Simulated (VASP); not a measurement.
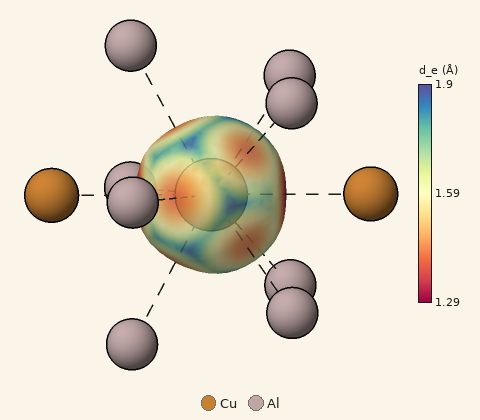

Hirshfeld surface computed for one Cu atom in Al2Cu in space group I4/mcm, coloured by d_e. Dashed lines lead to the closest neighbours outside.

The surface is where the fragment's share of the procrystal density (the sum of the densities of spherically averaged neutral Hartree-Fock atoms) equals one half. d_i and d_e are the distances from the surface to the nearest nucleus inside and outside.

Origin of the cell: an entry of the Crystallography Open Database, as set up for an electronic-structure calculation.

Space group I4/mcm (No. 140). a = 6.067 Å, b = 6.067 Å, c = 4.877 Å, α = 90.00°, β = 90.00°, γ = 90.00°
```tsv
atom	site	symmetry	x	y	z
Cu	4a	422	0.0000	0.0000	0.7500
Al	8h	m.2m	0.6581	0.8419	0.0000
```

Question: What is the shortest distance from the fragment to an atom outside it?

Answer: Cu–Cu, 2.44 Å.

Question: How is the surface shared among contacts (nearest atom inside ··· nearest atom outside)?

Answer: Cu···Al 78 %, Cu···Cu 22 %. The surface faces 10 neighbours with more than 2 % of its area each: 8 Al + 2 Cu.

Question: Give the size and shape of the surface.

Answer: It encloses about 7.1 Å³, has an area of about 18 Å² and a globularity of 1.00 (1 for a sphere).
